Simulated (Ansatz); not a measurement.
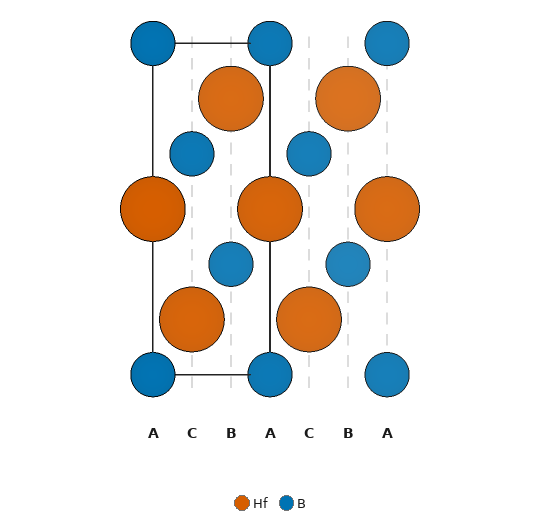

The picture looks along a close-packed row of the hexagonal mesh; [111] points upwards. The dashed lines mark the three columns A (0, 0), B (1/3, 2/3) and C (2/3, 1/3). The box is the hexagonal cell of the face-centred cubic lattice. The sequence starts with the first layer at or above the cell's origin.

System HfB; source of the atomic positions: a calculation's input that goes back to an entry of the Crystallography Open Database (an earlier step may have relaxed or displaced it).

> Read off the stacking sequence over one period.

B(A) – Hf(C) – B(B) – Hf(A) – B(C) – Hf(B) (six layers in 8.00 Å).

> How are the B layers alone stacked?

B layers alone: ABC, the cubic close-packed type.

> Which positions between or in the B layers do the other atoms fill?

Hf: three octahedral sites, counted in one hexagonal cell.

Heights of the layers:

```
layer  atoms (column)  height (Å)  to next (Å)
    1            B(A)        0.00         1.33
    2           Hf(C)        1.33         1.33
    3            B(B)        2.67         1.33
    4           Hf(A)        4.00         1.33
    5            B(C)        5.33         1.33
    6           Hf(B)        6.67         1.33
```
